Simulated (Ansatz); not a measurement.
**Zn10S9 (cell with a defect): density, localisation and related maps**

The calculation's input:

```
crystal:
  lattice:
    - [0.0, -6.6618213955, 0.0]
    - [5.769306564, -3.3309106977, 0.0]
    - [0.0, -2.2206071318, 9.449287567]
  atoms:
    - { symbol: Zn, position: [0.6667007604, 0.6666666667, 0.9998977187] }
    - { symbol: Zn, position: [0.3333674271, 0.3333333333, 0.9998977187] }
    - { symbol: Zn, position: [3.40938e-05, 1.0, 0.9998977187] }
    - { symbol: Zn, position: [0.4444128216, 0.6666666667, 0.6667615352] }
    - { symbol: Zn, position: [0.1110794883, 0.3333333333, 0.6667615352] }
    - { symbol: Zn, position: [0.7777461549, 0.0, 0.6667615352] }
    - { symbol: Zn, position: [0.2221345805, 0.6666666667, 0.3335962584] }
    - { symbol: Zn, position: [0.8888012472, 0.3333333333, 0.3335962584] }
    - { symbol: Zn, position: [0.5554679139, 1.0, 0.3335962584] }
    - { symbol: S, position: [0.5833715588, 0.6666666667, 0.2498853235] }
    - { symbol: S, position: [0.2500382255, 0.3333333333, 0.2498853235] }
    - { symbol: S, position: [0.9167048922, 0.0, 0.2498853235] }
    - { symbol: S, position: [0.1388135681, 0.6666666667, 0.5835592957] }
    - { symbol: S, position: [0.8054802348, 0.3333333333, 0.5835592957] }
    - { symbol: S, position: [0.4721469014, 0.0, 0.5835592957] }
    - { symbol: S, position: [0.3612407105, 0.6666666667, 0.9162778686] }
    - { symbol: S, position: [0.0279073771, 0.3333333333, 0.9162778686] }
    - { symbol: S, position: [0.6945740438, 1.0, 0.9162778686] }
    - { symbol: Zn, position: [0.2858291745, -0.0084547083, 0.1251334825] }
basis:
  ecutwfc: 420
  xc_grid: 2
kpoints:
  mp_grid: { grid: [2, 2, 2], shift: [0.0, 0.0, 0.0] }
hamiltonian:
  xc: pbe
scf:
  occupations: { method: gaussian, width: 0.02 }
output:
  forces: true
  stress: false
  eigenvalues: true
  write_density: true
  write_potential: true
  elf: true
  volumetric_format: npy
relax:
  adjacent_minimum: "off"
  f_tol: 0.02
  max_steps: 60
```

Run with:

```sh
ansatz run input.yaml --threads 4 --pin off --max-ram 8192MiB --backend cpu --events-out ev --progress --plain --runs-dir out
```

The fields are those of the run's last geometry, not of the input's.

Level of theory: DFT PBE, scalar-relativistic, plane waves, PAW in Ansatz.

The density is the valence pseudo-density of a PAW calculation; it isn't the true density close to the nuclei.

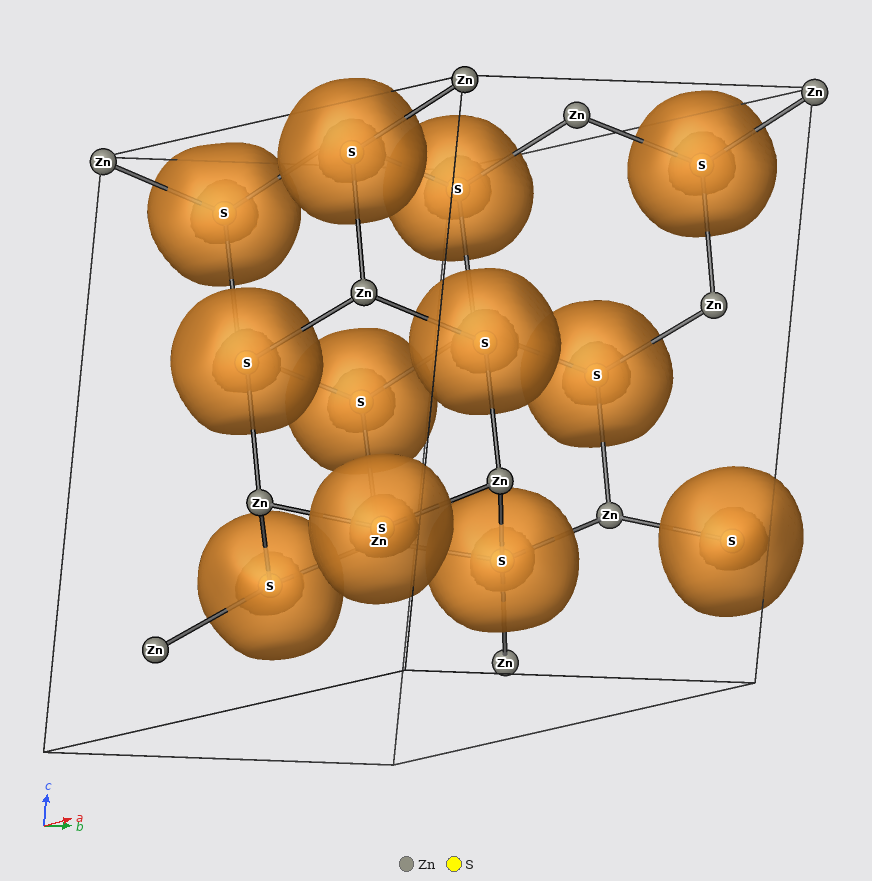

Figure 1. Isosurface of the ELF at 0.65 (orange), seen at an oblique angle. Only the valence region is drawn (cores and ρ < 0.01 e/Å³ removed). Sticks mark near contacts.

Describe the localisation domains.

Answer. The surface consists of nine regions wrapped around S (the valence shell of each), counted in one cell of 19 atoms. Regions shared between cells count once. Profiles from the grid: Zn–S (2.30 Å): the ELF peaks at about 0.90 in the valence shell of S, 0.8 Å from its nucleus, and is about 0.55 at the midpoint. Zn–S (2.34 Å): the ELF peaks at about 0.90 in the valence shell of S, 0.8 Å from its nucleus, and is about 0.55 at the midpoint.

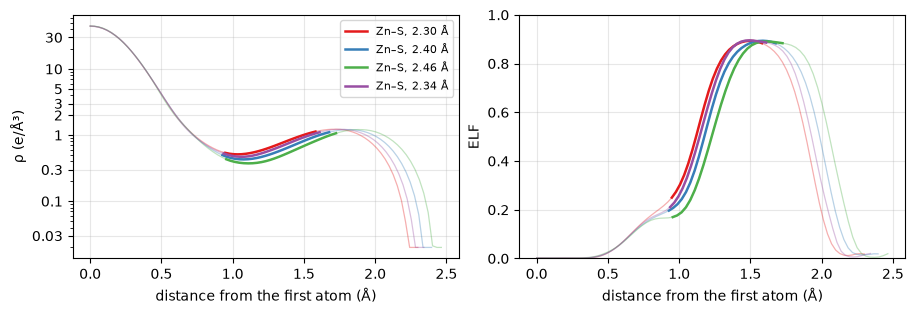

Figure 2. Valence charge density (pseudo) and electron localisation function along straight lines between neighbouring atoms. Thin, pale parts lie inside the atomic spheres.

Compare the contacts.

Answer. Zn–S (2.30 Å): ρ is about 0.55 e/Å³ halfway; the ELF peaks at about 0.90 in the valence shell of S, 0.8 Å from its nucleus, and is about 0.55 at the midpoint.
Zn–S (2.40 Å): the density is about 0.46 e/Å³ at the midpoint; the ELF peaks at about 0.90 in the valence shell of S, 0.8 Å from its nucleus, and is about 0.55 at the midpoint.
Zn–S (2.46 Å): ρ at the midpoint is about 0.4 e/Å³; the ELF peaks at about 0.90 in the valence shell of S, 0.9 Å from its nucleus, and is about 0.50 at the midpoint.
Zn–S (2.34 Å): ρ is about 0.51 e/Å³ halfway; the ELF peaks at about 0.90 in the valence shell of S, 0.8 Å from its nucleus, and is about 0.55 at the midpoint.

Metal or insulator at this level of theory?

Answer. It is gapped, with a Kohn–Sham gap of 0.86 eV on the k-point mesh, an upper bound to the gap of this method.
